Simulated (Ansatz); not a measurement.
Consider KF.

```
K F
1.0
     5.30812    0.00000    0.00000
     0.00000    5.30812    0.00000
     0.00000    0.00000    5.30812
K F
4 4
Cartesian
  0.0000 0.0000 0.0000
  2.6541 2.6541 0.0000
  2.6541 0.0000 2.6541
  0.0000 2.6541 2.6541
  2.6541 0.0000 0.0000
  0.0000 2.6541 0.0000
  0.0000 0.0000 2.6541
  2.6541 2.6541 2.6541
```

Space group Fm-3m; changed on purpose from its base cell (volume × 0.94); computed pressure about 2 GPa in this cell.

Computed with DFT PBE, scalar-relativistic, plane waves, PAW (Ansatz 0.2.0).

What can the converged valence pseudo-density and electron localisation function tell about the bonding?

Answer. K–F (2.65 Å): ρ at the midpoint is about 0.13 e/Å³; the ELF is about 0.05 at the midpoint: a closed-shell, largely ionic contact.

Does the calculation give a band gap?

Answer. It is gapped, with a Kohn–Sham gap of 6.3 eV on the k-point mesh (the band edges may lie off the mesh, which would make the gap smaller).

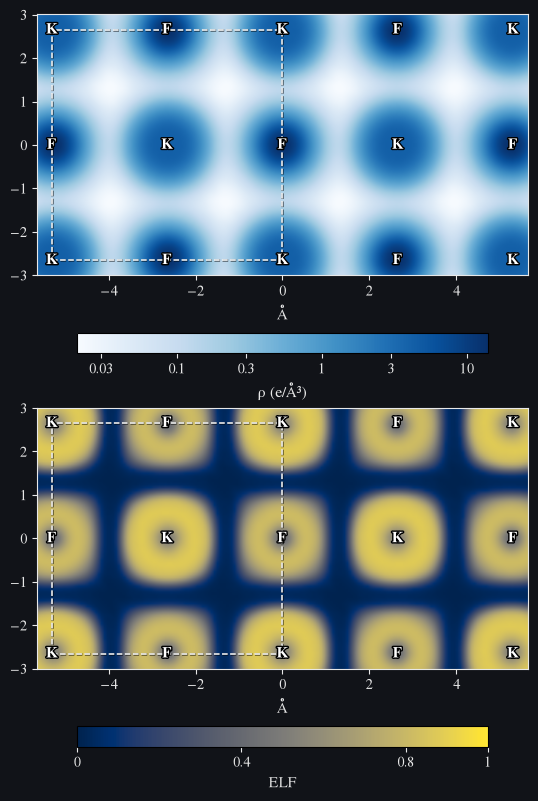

Computed valence pseudo-density and electron localisation function on the (100) plane of the conventional cell, in this order. 
